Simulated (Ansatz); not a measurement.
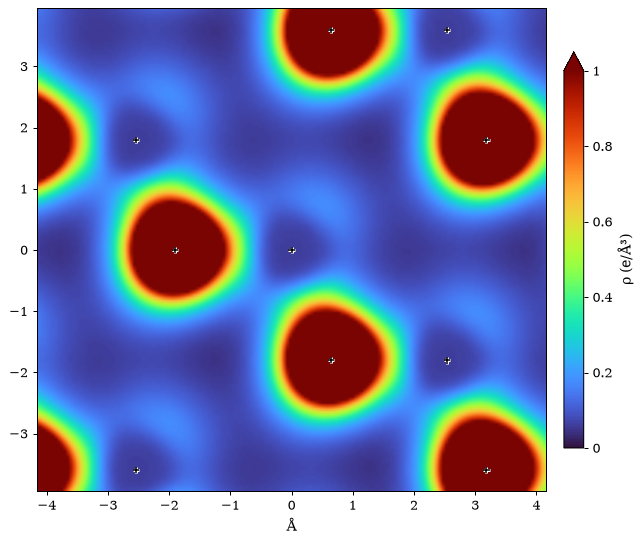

The valence electron density on a plane through atoms (crosses mark nuclei in the plane).

Computed with DFT PBE, scalar-relativistic, plane waves, PAW (Ansatz).

Candidates:
A. Al$_{16}$N$_{15}$ (cell with a defect), a = 7.63 Å, b = 7.63 Å, c = 7.63 Å, α = 109.47°, β = 109.47°, γ = 109.47°. Spin-polarised.
B. KI, a = 4.57 Å, b = 4.57 Å, c = 8.40 Å, α = 90.00°, β = 90.00°, γ = 90.00°. Space group I4/mmm; computed pressure about 3 GPa in this cell.

Which candidate gave the map?

Answer. Candidate A: Al$_{16}$N$_{15}$ on the (100) plane of the calculation cell, which holds Al and N. Al–N (1.90 Å): ρ at the midpoint is about 0.68 e/Å³.
